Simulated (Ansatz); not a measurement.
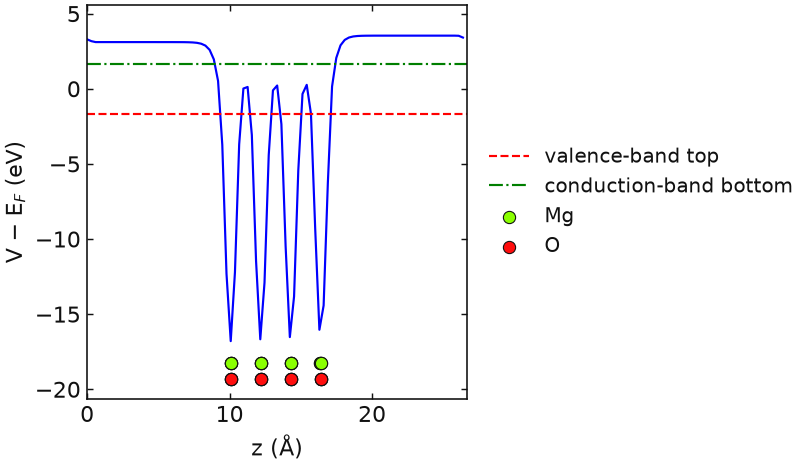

What does the plot show?

Plane-averaged electrostatic potential energy of an electron across the slab; circles at the bottom mark the heights of the atoms. System: a (100) slab cut from MgO (Fm-3m), ended by MgO planes, 32 atoms in the cell, the slab at its places in the relaxed adsorbed structure. Ansatz 0.2.0; DFT PBE+D3(BJ), scalar-relativistic, plane waves, PAW, no spin polarisation, 3×3×1 k mesh.

From the vacuum level at the right face the ionisation potential is 5.24 eV and the electron affinity 1.87 eV; at the left face they are 4.81 and 1.44 eV. The slab's gap, their difference before rounding, is 3.37 eV. The vacuum level is 0.43 eV higher at the right than at the left, so the slab carries a dipole along its normal; the ramp in the vacuum, at or near the edge of the plot, is the dipole correction that keeps each side flat. The outermost atoms are 6.4 Å apart, which leaves 20.3 Å of vacuum in a cell 26.7 Å high.

The atoms aren't at rest in this cell (largest force 0.5 eV/Å), so the relaxed material can differ.
